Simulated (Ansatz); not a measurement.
# From Au to Ag

System: Au (Fm-3m, 1 atom in the cell).
Method of the first run: DFT PBE, scalar-relativistic, plane waves, PAW, no spin polarisation (Ansatz 0.2.0).
System of the second run: Ag (Fm-3m, 1 atom in the cell).

On the first run: The structure was made by swapping elements on the sites of another compound; it need not be a known phase. On the second run: The structure was made by swapping elements on the sites of another compound; it need not be a known phase. It belongs to a series of runs on one base structure; here: Cu -> Ag on all its sites, cell and atoms relaxed. Text and figures count atoms from 1; the logs count them from 0 in places.

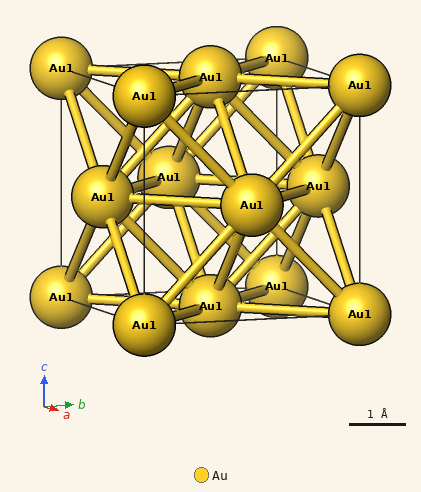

**Figure 1.** The starting structure (ball-and-stick view of the cell 4 times as large as that of the calculation, set on its symmetry axes, seen slightly off an axis; atoms are numbered from 1 in the order of the input).

## Input file, the first run
```yaml
crystal:
  lattice:
    - [0.0, 2.0802195867, 2.0802195867]
    - [2.0802195867, 0.0, 2.0802195867]
    - [2.0802195867, 2.0802195867, 0.0]
  atoms:
    - { symbol: Au, position: [0.0, 0.0, 0.0] }
basis:
  ecutwfc: 420
kpoints:
  mp_grid: { grid: [18, 18, 18] }
hamiltonian:
  xc: pbe
scf:
  occupations: { method: gaussian, width: 0.1 }
output:
  forces: true
  stress: true
  eigenvalues: true
relax:
  adjacent_minimum: "off"
  f_tol: 0.01
  max_steps: 60
  cell: { stress_tol: 0.1 }
```

Command:
```bash
ansatz run input.yaml --threads 1 --pin off --max-ram 2560MiB --backend cpu --events-out ev --progress --plain --runs-dir out
```

Hardware: 1 thread of Oxide Virtual Turin-like (Zen 5), 32 GiB of memory available, shared host.

## Output, shortened to warnings, some set-up lines, iterations and results (the first run)
```
Basis set: ecut = 420 eV, 339 PW (Γ), exchange–correlation on 40×40×40 points (8 copies of the dense FFT grid, shifted against one another)
Symmetry: 48 space group operations
k-points: 195 of 5832
Initial density: superposition of atomic densities (neutral atoms: chi_scale 0, normalization atom), corrected by the library's trained network
[...]
SCF iter   1: F=—  HF=-13149.329007 eV  |F-HF|=—  |Δ(HF+E_count)|=         —  Δρ=1.43e-3  dr2=5.64e-5  ethr=1.77e-3  ⟨swp⟩=4.7  Hψ=13725  notcnv=0
SCF iter   2: F=—  HF=-13149.329377 eV  |F-HF|=—  |Δ(HF+E_count)|=   3.69e-4  Δρ=8.11e-4  dr2=2.08e-5  ethr=2.97e-7  ⟨swp⟩=2.2  Hψ=6171  notcnv=0
SCF iter   3: F=—  HF=-13149.329462 eV  |F-HF|=—  |Δ(HF+E_count)|=   8.55e-5  Δρ=1.37e-4  dr2=3.60e-6  ethr=1.09e-7  ⟨swp⟩=2.0  Hψ=3738  notcnv=0
SCF iter   4: F=—  HF=-13149.329461 eV  |F-HF|=—  |Δ(HF+E_count)|=   1.13e-6  Δρ=4.34e-5  dr2=1.27e-7  ethr=1.90e-8  ⟨swp⟩=2.2  Hψ=3657  notcnv=0
SCF iter   5: F=-13149.329461 eV  HF=-13149.329461 eV  |F-HF|=6.09e-9  |Δ(HF+E_count)|=   6.80e-8  Δρ=9.23e-6  dr2=1.24e-8  ethr=6.70e-10  ⟨swp⟩=2.0  Hψ=3705  notcnv=0
[... 17 lines ...]
SCF iter   2: F=—  HF=-13149.329484 eV  |F-HF|=—  |Δ(HF+E_count)|=   4.54e-7  Δρ=2.73e-6  dr2=2.14e-10  ethr=5.19e-12  ⟨swp⟩=2.3  Hψ=4527  notcnv=0
SCF iter   3: F=—  HF=-13149.329484 eV  |F-HF|=—  |Δ(HF+E_count)|=  2.06e-10  Δρ=6.88e-7  dr2=5.40e-11  ethr=1.13e-12  ⟨swp⟩=2.2  Hψ=3886  notcnv=0
SCF iter   4: F=-13149.329484 eV  HF=-13149.329484 eV  |F-HF|=1.82e-12  |Δ(HF+E_count)|=  3.64e-12  Δρ=1.46e-7  dr2=9.44e-13  ethr=1.00e-12  ⟨swp⟩=4.8  Hψ=9690  notcnv=0
SCF 4 converged in 4 iterations: F = -13149.329484 eV  dr2 = 9.44e-13
relax step   4: F+E_penalty+E_count = -13149.32948374 eV  Δ(F+E_penalty+E_count) = +1.407e-5 eV  max|allowed force component| = 0.000e0 eV/Å  Δτ_max = 0.0000 Å  P = -0.001 …
basis re-selected at this cell: Δ(F+E_penalty+E_count) = +1.407e-5 eV, ΔP = +0.001 GPa vs the last step (what re-selecting the basis moved, of the pressure what is left beyond the Pulay correction that the steps carried, after the strain that the cell walked since its last selection, with what the …
SCF converged after 4 iterations
Free energy (F): -13149.329484 eV
Harris-Foulkes:  -13149.329484 eV  (|F-HF|=1.82e-12)
Internal energy: -13149.328203 eV  (E = F + TS)
E sigma→0 (E₀):  -13149.328843 eV
Entropy (-TS):   -0.001281 eV (-1.281 meV/atom)
Fermi energy:    19.170913 eV
--- Per-component energies (eV) ---
  E_band       = -229.665084
  E_kinetic    = 604.109737
  E_local      = -1783.003098  (includes V_loc(G=0)·N_el)
  E_nonlocal   = 74.381975
  E_hartree    = 755.604434
  E_xc         = -227.660004
  E_vxc        = -274.756470  (∫ρ·V_xc dr)
  E_paw        = -9706.755987  (= ΣΔE_a)
  E_vpaw       = -361.607467  (= ΣTr[D̂ρ^β])
  E_aug_tail   = 0.001385  (compensation charges beyond the density's cutoff)
  E_ewald      = -2866.006645
  E_smearing   = -0.001281  (= −TS)
  E_closure    = 0.000000  (closes the sum)
  Σ components = -13149.329484   (vs F -13149.329484, Δ=0.00e0)
--- Forces (eV/Å), atoms counted from 1 ---
  atom   1  Au     0.00000000     0.00000000     0.00000000
  max |Σ_I F_I| component: 4.52e-32 eV/Å
--- Stress (GPa, compression-positive) ---
       -0.001428      -0.000000      -0.000000
       -0.000000      -0.001428      -0.000000
       -0.000000      -0.000000      -0.001428
  P = ⅓ Tr σ = -0.0014 GPa (-0.014 kbar)
--- Relaxed structure (3 steps of the walk, 2 accepted, 1 SCFs on fresh bases) ---
  F+E_penalty+E_count = -13149.32948374 eV   max|allowed force component| = 0.000e0 eV/Å   (the final SCF, on the basis selected at the relaxed cell)
  cell:  # Å, volume = 17.9711 Å³
    - [7.643058049343385e-35, 2.0789693796400077, 2.0789693796400077]
    - [2.0789693796400077, 2.5476860164477947e-35, 2.0789693796400077]
    - [2.0789693796400077, 2.0789693796400077, -1.9107645123358462e-35]
  atoms:
    - { symbol: Au, position: [0.0, 0.0, 0.0] }
```

For the second run the input was changed thus:
```diff
-    - [0.0, 2.0802195867, 2.0802195867]
-    - [2.0802195867, 0.0, 2.0802195867]
-    - [2.0802195867, 2.0802195867, 0.0]
+    - [0.0, 2.0781799427, 2.0781799427]
+    - [2.0781799427, 0.0, 2.0781799427]
+    - [2.0781799427, 2.0781799427, 0.0]
-    - { symbol: Au, position: [0.0, 0.0, 0.0] }
+    - { symbol: Ag, position: [0.0, 0.0, 0.0] }
```

Predict how the results change.

The total energies belong to different systems, so their difference says nothing on which is more stable or more accurate. The volume per atom goes from 17.97 to 17.83 Å³. The SCF takes 18 iterations over all geometry steps against 19.

## Output, shortened to warnings, some set-up lines, iterations and results (the second run)
```
Basis set: ecut = 420 eV, 339 PW (Γ), exchange–correlation on 40×40×40 points (8 copies of the dense FFT grid, shifted against one another)
Symmetry: 48 space group operations
k-points: 195 of 5832
Initial density: superposition of atomic densities (neutral atoms: chi_scale 0, normalization atom), corrected by the library's trained network
[...]
SCF iter   1: F=—  HF=-7590.556172 eV  |F-HF|=—  |Δ(HF+E_count)|=         —  Δρ=7.69e-4  dr2=1.68e-5  ethr=1.77e-3  ⟨swp⟩=4.7  Hψ=13517  notcnv=0
SCF iter   2: F=—  HF=-7590.556366 eV  |F-HF|=—  |Δ(HF+E_count)|=   1.95e-4  Δρ=3.87e-4  dr2=3.70e-6  ethr=8.84e-8  ⟨swp⟩=2.1  Hψ=6183  notcnv=0
SCF iter   3: F=—  HF=-7590.556397 eV  |F-HF|=—  |Δ(HF+E_count)|=   3.08e-5  Δρ=9.86e-5  dr2=7.31e-7  ethr=1.95e-8  ⟨swp⟩=2.0  Hψ=3736  notcnv=0
SCF iter   4: F=-7590.556398 eV  HF=-7590.556398 eV  |F-HF|=4.91e-8  |Δ(HF+E_count)|=   1.00e-6  Δρ=2.02e-5  dr2=6.35e-8  ethr=3.85e-9  ⟨swp⟩=2.5  Hψ=4177  notcnv=0
SCF iter   5: F=-7590.556398 eV  HF=-7590.556398 eV  |F-HF|=1.49e-9  |Δ(HF+E_count)|=   1.48e-8  Δρ=5.81e-6  dr2=3.97e-9  ethr=3.34e-10  ⟨swp⟩=2.5  Hψ=3814  notcnv=0
[... 16 lines ...]
SCF iter   2: F=—  HF=-7590.556613 eV  |F-HF|=—  |Δ(HF+E_count)|=   6.13e-7  Δρ=1.01e-5  dr2=3.80e-9  ethr=6.37e-11  ⟨swp⟩=2.3  Hψ=4144  notcnv=0
SCF iter   3: F=—  HF=-7590.556613 eV  |F-HF|=—  |Δ(HF+E_count)|=   3.35e-9  Δρ=4.03e-6  dr2=9.93e-10  ethr=2.00e-11  ⟨swp⟩=2.2  Hψ=3728  notcnv=0
SCF iter   4: F=-7590.556613 eV  HF=-7590.556613 eV  |F-HF|=1.00e-11  |Δ(HF+E_count)|=  3.57e-10  Δρ=4.55e-7  dr2=1.23e-11  ethr=1.00e-12  ⟨swp⟩=2.8  Hψ=10094  notcnv=0
SCF 4 converged in 4 iterations: F = -7590.556613 eV  dr2 = 1.23e-11
relax step   4: F+E_penalty+E_count = -7590.55661284 eV  Δ(F+E_penalty+E_count) = +4.942e-5 eV  max|allowed force component| = 0.000e0 eV/Å  Δτ_max = 0.0000 Å  P = -0.005 GPa …
basis re-selected at this cell: Δ(F+E_penalty+E_count) = +4.942e-5 eV, ΔP = +0.002 GPa vs the last step (what re-selecting the basis moved, of the pressure what is left beyond the Pulay correction that the steps carried, after the strain that the cell walked since its last selection, with what the …
SCF converged after 4 iterations
Free energy (F): -7590.556613 eV
Harris-Foulkes:  -7590.556613 eV  (|F-HF|=1.00e-11)
Internal energy: -7590.555539 eV  (E = F + TS)
E sigma→0 (E₀):  -7590.556076 eV
Entropy (-TS):   -0.001074 eV (-1.074 meV/atom)
Fermi energy:    16.336476 eV
--- Per-component energies (eV) ---
  E_band       = -250.598220
  E_kinetic    = 526.977338
  E_local      = -2263.662326  (includes V_loc(G=0)·N_el)
  E_nonlocal   = 80.041267
  E_hartree    = 1026.134211
  E_xc         = -184.725395
  E_vxc        = -234.700449  (∫ρ·V_xc dr)
  E_paw        = -3902.016655  (= ΣΔE_a)
  E_vpaw       = -411.522762  (= ΣTr[D̂ρ^β])
  E_aug_tail   = 0.000328  (compensation charges beyond the density's cutoff)
  E_ewald      = -2873.304307
  E_smearing   = -0.001074  (= −TS)
  E_closure    = -0.000000  (closes the sum)
  Σ components = -7590.556613   (vs F -7590.556613, Δ=0.00e0)
--- Forces (eV/Å), atoms counted from 1 ---
  atom   1  Ag     0.00000000    -0.00000000    -0.00000000
  max |Σ_I F_I| component: 2.05e-32 eV/Å
--- Stress (GPa, compression-positive) ---
       -0.005095      -0.000000       0.000000
       -0.000000      -0.005095       0.000000
        0.000000      -0.000000      -0.005095
  P = ⅓ Tr σ = -0.0051 GPa (-0.051 kbar)
--- Relaxed structure (3 steps of the walk, 3 accepted, 1 SCFs on fresh bases) ---
  F+E_penalty+E_count = -7590.55661284 eV   max|allowed force component| = 0.000e0 eV/Å   (the final SCF, on the basis selected at the relaxed cell)
  cell:  # Å, volume = 17.8345 Å³
    - [-3.2841265055772375e-36, 2.0736891811188, 2.0736891811188]
    - [2.0736891811188, 8.429258030981573e-35, 2.0736891811188]
    - [2.0736891811188, 2.0736891811188, -2.0699948883638334e-35]
  atoms:
    - { symbol: Ag, position: [0.0, 0.0, 0.0] }
```

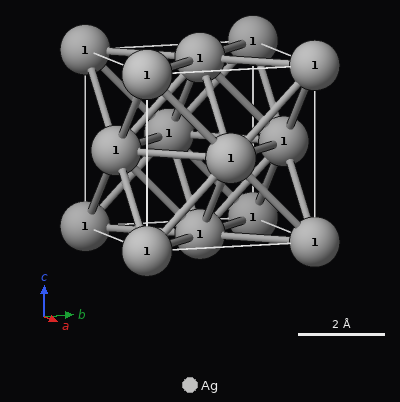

**Figure 2.** The input structure of the second run (ball-and-stick view of the cell 4 times as large as that of the calculation, set on its symmetry axes, seen slightly off an axis; atoms are numbered from 1 in the order of the input).

## The two runs side by side

```tsv
quantity	the first run	the second run
outcome	converged	converged
free energy per atom (eV)	−13149.3295	−7590.5566
energy per atom, smearing taken to zero (eV)	−13149.3288	−7590.5561
gap on the mesh (eV)	0.00	0.00
pressure (GPa)	0.00	−0.01
volume per atom (Å³)	17.97	17.83
largest force (eV/Å)	0.000	0.000
SCF iterations	19	18
irreducible k-points	195	195
wall time (shared host)	7.2 s	6.5 s
```

For the first run: Spin–orbit coupling is left out, which matters for Au.
